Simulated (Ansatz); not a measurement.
# TiSi5: geometry relaxation (part 1 of 2)

- system: TiSi5 (P6/mmm, 6 atoms in the cell)
- method: DFT PBEsol, scalar-relativistic, plane waves, PAW, no spin polarisation (Ansatz 0.2.0)

The structure derives from a Materials Project entry. It belongs to a series of runs on one base structure; here: 5 of 6 Ti sites taken by Si, cell and atoms relaxed. Figures and captions count atoms from 1; the log counts them from 0 in places.

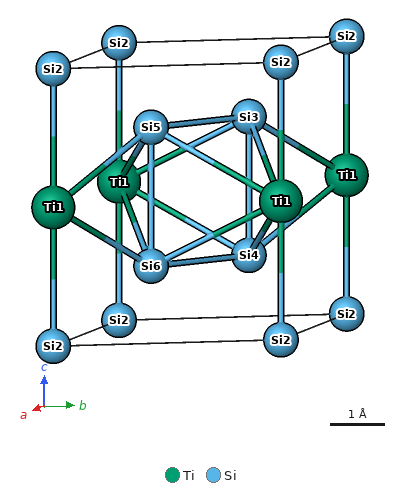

The starting structure (ball-and-stick view of the cell of the calculation, set on other vectors, seen slightly off an axis; atoms are numbered from 1 in the order of the input). An atom can appear more than once, as a periodic image.

Results in brief

| quantity | value |
| --- | --- |
| outcome | converged |
| space group (tolerance 0.01 Å) | P6/mmm (191) |
| electrons treated | 32 |
| free energy | −5581.4328 eV |
| Fermi energy | 11.839 eV |
| gap on the k-point mesh | none (metallic) |
| pressure | −0.04 GPa |
| final volume | 84.70 Å³ |
| largest force (length of the vector) at the end | 0.001 eV/Å |
| final cell | a = 4.427 Å, b = 4.427 Å, c = 4.991 Å, α = 90.00°, β = 90.00°, γ = 120.00° |
| hardware | 1 thread of Intel Xeon @ 2.50GHz (Skylake/Cascade Lake), 189 GiB of memory available, shared host |
| wall time | 1.8 min |
| peak memory | 0.49 GiB |

Input file
```yaml
crystal:
  lattice:
    - [2.2029218999, -3.8155726558, 0.0]
    - [-4.4058437999, 0.0, 0.0]
    - [0.0, 0.0, -5.251352392]
  atoms:
    - { symbol: Ti, position: [0.0, 1.0, 0.5] }
    - { symbol: Si, position: [0.0, 1.0, 0.0] }
    - { symbol: Si, position: [0.3333333333, 0.6666666667, 0.25] }
    - { symbol: Si, position: [0.3333333333, 0.6666666667, 0.75] }
    - { symbol: Si, position: [0.6666666667, 0.3333333333, 0.25] }
    - { symbol: Si, position: [0.6666666667, 0.3333333333, 0.75] }
basis:
  ecutwfc: 420
kpoints:
  mp_grid: { grid: [12, 12, 8] }
hamiltonian:
  xc: pbesol
scf:
  occupations: { method: gaussian, width: 0.1 }
output:
  forces: true
  stress: true
  eigenvalues: true
relax:
  adjacent_minimum: "off"
  f_tol: 0.015
  max_steps: 60
  cell: { stress_tol: 0.15 }
```

Run as:
```bash
ansatz run input.yaml --threads 1 --pin off --max-ram 2560MiB --backend cpu --events-out ev --progress --plain --runs-dir out
```

Output
```
Engine: ansatz 0.2.0, x86_64-unknown-linux-gnu
Pseudopotentials: kind: paw
Pseudopotential: Ti, paw, valence charge 12, recommended cutoff 420 eV (normal), Ti.paw.azcp
Pseudopotential: Si, paw, valence charge 4, recommended cutoff 420 eV (normal), Si.paw.azcp
Functional definition: PBEsol
  exchange = pbesol_x
  correlation = pbesol_c
Crystal: 6 atoms, lattice volume = 88.280 Å³
Basis set: ecut = 420 eV, 1727 PW (Γ), exchange–correlation on 60×60×72 points (8 copies of the dense FFT grid, shifted against one another)
Bands: 22, of which v1, the nominal top of the filled ones, is band 16 counted from 1 (15 counted from 0)
Symmetry: 24 space group operations
Space group: P6/mmm (ITA 191), of the structure as read, at distance tolerance 4.5e-5 Å
k-points: 95 of 1152
Non-local potential: Ti, projectors of the file, l = 0: 3, l = 1: 2, l = 2: 3, l = 3: 1
Non-local potential: Si, projectors of the file, l = 0: 2, l = 1: 2, l = 2: 2
PAW form: soft (Blöchl's): semilocal exchange-correlation on the pseudo side does not see the compensation charge
PAW frozen core: Ti, regenerated for the run's functional, and the local potential with it (the file was generated under x = pbe(κ = 0.804, μ = 0.2195149727645171), c = pbe(β = 0.06672455060314922))
PAW frozen core: Si, regenerated for the run's functional, and the local potential with it (the file was generated under x = pbe(κ = 0.804, μ = 0.2195149727645171), c = pbe(β = 0.06672455060314922))
PAW one-centre angular grid: Ti, 590 points (default); XC on 64 Gauss nodes
PAW one-centre angular grid: Si, 110 points (default); XC on 64 Gauss nodes
Initial density: superposition of atomic densities (neutral atoms: chi_scale 0, normalization atom), corrected by the library's trained network
Initial wavefunctions: pseudopotential atomic-orbital guess
Functional: x = pbesol(κ = 0.804, μ = 0.12345679012345678), c = pbesol(β = 0.046)
SCF iter   1: F=—  HF=-5581.267059 eV  |F-HF|=—  |Δ(HF+E_count)|=         —  Δρ=1.04e-2  dr2=1.78e-1  ethr=1.77e-3  ⟨swp⟩=6.1  Hψ=11179  notcnv=0
preconditioner: auto → Kerker (q_TF=auto, 2.304 Å⁻¹)  [metal: Δε(μ)=0.012 eV  Ē_g=6.774 eV  σ=0.100 eV  W_gap=0.07  n_scr=20 (ndim 8)  ℏωp=19.4 eV  f_vac=0.000  D(μ)=4.67/eV (n_scr^D=40)]
SCF iter   2: F=—  HF=-5581.252603 eV  |F-HF|=—  |Δ(HF+E_count)|=   1.45e-2  Δρ=5.13e-3  dr2=4.32e-2  ethr=5.58e-4  ⟨swp⟩=2.0  Hψ=3208  notcnv=0  defer=61
SCF iter   3: F=—  HF=-5581.248371 eV  |F-HF|=—  |Δ(HF+E_count)|=   4.23e-3  Δρ=7.24e-4  dr2=4.52e-4  ethr=1.35e-4  ⟨swp⟩=2.0  Hψ=2509  notcnv=0  defer=61
SCF iter   4: F=—  HF=-5581.248352 eV  |F-HF|=—  |Δ(HF+E_count)|=   1.88e-5  Δρ=1.81e-4  dr2=4.88e-5  ethr=1.41e-6  ⟨swp⟩=2.2  Hψ=2864  notcnv=0  defer=61
SCF iter   5: F=—  HF=-5581.248395 eV  |F-HF|=—  |Δ(HF+E_count)|=   4.31e-5  Δρ=3.28e-5  dr2=9.09e-7  ethr=1.52e-7  ⟨swp⟩=1.7  Hψ=2369  notcnv=0  defer=76
SCF iter   6: F=-5581.248395 eV  HF=-5581.248395 eV  |F-HF|=5.80e-8  |Δ(HF+E_count)|=   7.28e-8  Δρ=9.24e-6  dr2=8.14e-8  ethr=3.13e-10  ⟨swp⟩=8.0  Hψ=9661  notcnv=0
SCF 1 converged in 6 iterations: F = -5581.248395 eV  dr2 = 8.14e-8
  greatest PAW one-centre occupation: 0.999 electrons in one spin orbital (limit 2), on the Ti atom at site 0 (counted from 0), in its partial waves of l = 0
relax step   1: F+E_penalty+E_count = -5581.24839480 eV  Δ(F+E_penalty+E_count) = +0.000e0 eV  max|allowed force component| = 1.458e-2 eV/Å  Δτ_max = 0.0000 Å  P = -5.073 GPa  Ω = 88.280 Å³  (6 SCF iters, dr2 threshold 1.00e-7 eV, accepted)
Crystal: 6 atoms, lattice volume = 84.375 Å³
Basis set: ecut = 420 eV, 1655 PW (Γ), exchange–correlation on 60×60×72 points (8 copies of the dense FFT grid, shifted against one another)
Initial density: handed on by an earlier stage of this run
Initial wavefunctions: those handed on with the density
iter 1 solved again at ethr=5.18e-4 eV; its pass at ethr=3.10e-3 eV (dr2=1.66e-1 eV) is discarded
SCF iter   1: F=—  HF=-5581.445932 eV  |F-HF|=—  |Δ(HF+E_count)|=         —  Δρ=9.23e-3  dr2=1.66e-1  ethr=5.18e-4  ⟨swp⟩=1.0  Hψ=12641  notcnv=0
preconditioner: auto → Kerker (q_TF=auto, 2.321 Å⁻¹)  [metal: Δε(μ)=0.022 eV  Ē_g=6.933 eV  σ=0.100 eV  W_gap=0.12  n_scr=20 (ndim 8)  ℏωp=19.8 eV  f_vac=0.000  D(μ)=4.09/eV (n_scr^D=28)]
SCF iter   2: F=—  HF=-5581.430717 eV  |F-HF|=—  |Δ(HF+E_count)|=   1.52e-2  Δρ=4.79e-3  dr2=4.57e-2  ethr=5.18e-4  ⟨swp⟩=1.0  Hψ=2090  notcnv=0
SCF iter   3: F=—  HF=-5581.423857 eV  |F-HF|=—  |Δ(HF+E_count)|=   6.86e-3  Δρ=4.04e-4  dr2=1.30e-4  ethr=1.43e-4  ⟨swp⟩=1.6  Hψ=2304  notcnv=0
SCF iter   4: F=—  HF=-5581.423882 eV  |F-HF|=—  |Δ(HF+E_count)|=   2.51e-5  Δρ=1.33e-4  dr2=1.95e-5  ethr=4.07e-7  ⟨swp⟩=2.1  Hψ=3274  notcnv=0
iter 5 did not close the SCF: its close was put off for the readings that it lacked (scf_convergence_deferred on its scf_iter line)
SCF iter   5: F=-5581.423880 eV  HF=-5581.423880 eV  |F-HF|=2.02e-7  |Δ(HF+E_count)|=   1.75e-6  Δρ=2.25e-5  dr2=3.93e-7  ethr=6.10e-8  ⟨swp⟩=1.9  Hψ=2384  notcnv=0
SCF iter   6: F=-5581.423880 eV  HF=-5581.423880 eV  |F-HF|=1.41e-8  |Δ(HF+E_count)|=   1.33e-7  Δρ=4.99e-6  dr2=2.14e-8  ethr=1.23e-9  ⟨swp⟩=3.1  Hψ=8797  notcnv=0
SCF 2 converged in 6 iterations: F = -5581.423880 eV  dr2 = 2.14e-8
relax step   2: F+E_penalty+E_count = -5581.42388013 eV  Δ(F+E_penalty+E_count) = -1.755e-1 eV  max|allowed force component| = 3.671e-2 eV/Å  Δτ_max = 0.0010 Å  P = +0.206 GPa  Ω = 84.375 Å³  energy of the carried Pulay correction = +7.392e-4 eV  (6 SCF iters, dr2 threshold 6.00e-7 eV, accepted)
Crystal: 6 atoms, lattice volume = 84.797 Å³
Basis set: ecut = 420 eV, 1631 PW (Γ), exchange–correlation on 60×60×72 points (8 copies of the dense FFT grid, shifted against one another)
iter 1 solved again at ethr=3.49e-5 eV; its pass at ethr=3.10e-3 eV (dr2=1.12e-2 eV) is discarded
SCF iter   1: F=—  HF=-5581.433881 eV  |F-HF|=—  |Δ(HF+E_count)|=         —  Δρ=3.03e-3  dr2=1.29e-2  ethr=3.49e-5  ⟨swp⟩=2.0  Hψ=12599  notcnv=0
preconditioner: auto → Kerker (q_TF=auto, 2.319 Å⁻¹)  [metal: Δε(μ)=0.011 eV  Ē_g=6.965 eV  σ=0.100 eV  W_gap=0.06  n_scr=20 (ndim 8)  ℏωp=19.8 eV  f_vac=0.000  D(μ)=3.91/eV (n_scr^D=28)]
SCF iter   2: F=—  HF=-5581.432068 eV  |F-HF|=—  |Δ(HF+E_count)|=   1.81e-3  Δρ=1.66e-3  dr2=3.72e-3  ethr=3.49e-5  ⟨swp⟩=1.0  Hψ=2090  notcnv=0
SCF iter   3: F=—  HF=-5581.431198 eV  |F-HF|=—  |Δ(HF+E_count)|=   8.70e-4  Δρ=1.29e-4  dr2=1.08e-5  ethr=1.16e-5  ⟨swp⟩=2.3  Hψ=3082  notcnv=0
SCF iter   4: F=—  HF=-5581.431158 eV  |F-HF|=—  |Δ(HF+E_count)|=   4.00e-5  Δρ=2.94e-5  dr2=7.44e-7  ethr=3.37e-8  ⟨swp⟩=2.4  Hψ=3337  notcnv=0
iter 5 did not close the SCF: its close was put off for the readings that it lacked (scf_convergence_deferred on its scf_iter line)
SCF iter   5: F=-5581.431158 eV  HF=-5581.431158 eV  |F-HF|=2.51e-8  |Δ(HF+E_count)|=   4.46e-8  Δρ=5.97e-6  dr2=3.23e-8  ethr=2.33e-9  ⟨swp⟩=2.3  Hψ=2950  notcnv=0
SCF iter   6: F=-5581.431158 eV  HF=-5581.431158 eV  |F-HF|=1.23e-9  |Δ(HF+E_count)|=   5.32e-9  Δρ=1.32e-6  dr2=1.74e-9  ethr=1.01e-10  ⟨swp⟩=2.0  Hψ=6406  notcnv=0
SCF 3 converged in 6 iterations: F = -5581.431158 eV  dr2 = 1.74e-9
relax step   3: F+E_penalty+E_count = -5581.43115772 eV  Δ(F+E_penalty+E_count) = -7.278e-3 eV  max|allowed force component| = 8.495e-3 eV/Å  Δτ_max = 0.0048 Å  P = -0.034 GPa  Ω = 84.797 Å³  energy of the carried Pulay correction = +6.615e-4 eV  (6 SCF iters, dr2 threshold 6.00e-7 eV, accepted)
Crystal: 6 atoms, lattice volume = 84.702 Å³
iter 1 solved again at ethr=2.67e-6 eV; its pass at ethr=3.10e-3 eV (dr2=8.54e-4 eV) is discarded
SCF iter   1: F=—  HF=-5581.433409 eV  |F-HF|=—  |Δ(HF+E_count)|=         —  Δρ=9.05e-4  dr2=9.51e-4  ethr=2.67e-6  ⟨swp⟩=2.0  Hψ=11977  notcnv=0
preconditioner: auto → Kerker (q_TF=auto, 2.320 Å⁻¹)  [metal: Δε(μ)=0.011 eV  Ē_g=6.975 eV  σ=0.100 eV  W_gap=0.06  n_scr=20 (ndim 8)  ℏωp=19.8 eV  f_vac=0.000  D(μ)=4.08/eV (n_scr^D=28)]
SCF iter   2: F=—  HF=-5581.433244 eV  |F-HF|=—  |Δ(HF+E_count)|=   1.65e-4  Δρ=5.04e-4  dr2=2.92e-4  ethr=2.67e-6  ⟨swp⟩=1.0  Hψ=2090  notcnv=0
SCF iter   3: F=—  HF=-5581.433124 eV  |F-HF|=—  |Δ(HF+E_count)|=   1.20e-4  Δρ=4.12e-5  dr2=1.39e-6  ethr=9.12e-7  ⟨swp⟩=2.3  Hψ=3223  notcnv=0
iter 4 did not close the SCF: its close was put off for the readings that it lacked (scf_convergence_deferred on its scf_iter line)
SCF iter   4: F=-5581.433123 eV  HF=-5581.433123 eV  |F-HF|=2.56e-8  |Δ(HF+E_count)|=   3.14e-7  Δρ=1.00e-5  dr2=6.24e-8  ethr=4.34e-9  ⟨swp⟩=2.7  Hψ=3373  notcnv=0
iter 5 did not close the SCF: its close was put off for the readings that it lacked (scf_convergence_deferred on its scf_iter line)
SCF iter   5: F=-5581.433123 eV  HF=-5581.433123 eV  |F-HF|=7.20e-10  |Δ(HF+E_count)|=   1.20e-9  Δρ=1.24e-6  dr2=1.29e-9  ethr=1.95e-10  ⟨swp⟩=2.0  Hψ=2820  notcnv=0
SCF iter   6: F=-5581.433123 eV  HF=-5581.433123 eV  |F-HF|=4.55e-11  |Δ(HF+E_count)|=  1.67e-10  Δρ=3.21e-7  dr2=7.41e-11  ethr=4.02e-12  ⟨swp⟩=1.1  Hψ=5488  notcnv=0
SCF 4 converged in 6 iterations: F = -5581.433123 eV  dr2 = 7.41e-11
relax step   4: F+E_penalty+E_count = -5581.43312334 eV  Δ(F+E_penalty+E_count) = -1.966e-3 eV  max|allowed force component| = 1.299e-3 eV/Å  Δτ_max = 0.0001 Å  P = -0.033 GPa  Ω = 84.702 Å³  energy of the carried Pulay correction = +6.787e-4 eV  (6 SCF iters, dr2 threshold 6.00e-7 eV, accepted)
Initial wavefunctions: pseudopotential atomic-orbital guess (no wavefunctions were taken with the density)
iter 1 solved again at ethr=5.03e-7 eV; its pass at ethr=3.10e-3 eV (dr2=1.61e-4 eV) is discarded
SCF iter   1: F=—  HF=-5581.432809 eV  |F-HF|=—  |Δ(HF+E_count)|=         —  Δρ=4.45e-5  dr2=1.16e-7  ethr=5.03e-7  ⟨swp⟩=2.6  Hψ=16013  notcnv=0
eigensolver tolerance schedule: the retry pair's looser diagonalisation over-reported the residual by 1383.72 of it (diagonalisation noise at 0.29 of the residual, at the tolerance the schedule requests for it); recorded, not acted on — ethr = c·dr2/N_el stays at c = 1.0e-1
preconditioner: auto → Kerker (q_TF=auto, 2.320 Å⁻¹)  [metal: Δε(μ)=0.012 eV  Ē_g=6.973 eV  σ=0.100 eV  W_gap=0.07  n_scr=20 (ndim 8)  ℏωp=19.8 eV  f_vac=0.000  D(μ)=4.07/eV (n_scr^D=28)]
SCF iter   2: F=—  HF=-5581.432777 eV  |F-HF|=—  |Δ(HF+E_count)|=   3.24e-5  Δρ=2.26e-5  dr2=2.81e-8  ethr=3.63e-10  ⟨swp⟩=2.1  Hψ=3287  notcnv=0
iter 3 did not close the SCF: its close was put off for the readings that it lacked (scf_convergence_deferred on its scf_iter line)
SCF iter   3: F=-5581.432777 eV  HF=-5581.432777 eV  |F-HF|=4.03e-10  |Δ(HF+E_count)|=   3.30e-8  Δρ=2.06e-6  dr2=4.21e-10  ethr=8.78e-11  ⟨swp⟩=2.7  Hψ=3315  notcnv=0
iter 4 did not close the SCF: its close was put off for the readings that it lacked (scf_convergence_deferred on its scf_iter line)
SCF iter   4: F=-5581.432777 eV  HF=-5581.432777 eV  |F-HF|=3.64e-11  |Δ(HF+E_count)|=  4.88e-10  Δρ=2.40e-7  dr2=5.61e-11  ethr=1.32e-12  ⟨swp⟩=1.5  Hψ=2827  notcnv=0
iter 5 did not close the SCF: its close was put off for the readings that it lacked (scf_convergence_deferred on its scf_iter line)
SCF iter   5: F=-5581.432777 eV  HF=-5581.432777 eV  |F-HF|=9.09e-13  |Δ(HF+E_count)|=    0.00e0  Δρ=2.37e-8  dr2=2.79e-13  ethr=1.00e-12  ⟨swp⟩=1.0  Hψ=2090  notcnv=0
SCF iter   6: F=-5581.432777 eV  HF=-5581.432777 eV  |F-HF|=0.00e0  |Δ(HF+E_count)|=  1.82e-12  Δρ=5.70e-9  dr2=2.11e-14  ethr=1.00e-12  ⟨swp⟩=1.1  Hψ=4627  notcnv=0
SCF 5 converged in 6 iterations: F = -5581.432777 eV  dr2 = 2.11e-14
relax step   5: F+E_penalty+E_count = -5581.43277707 eV  Δ(F+E_penalty+E_count) = +3.463e-4 eV  max|allowed force component| = 1.299e-3 eV/Å  Δτ_max = 0.0000 Å  P = -0.041 GPa  Ω = 84.702 Å³  stress off target by 9.51e-2 GPa  SCF on the basis re-selected at this cell (its energy is not comparable with the rows above)  (6 SCF iters)
```
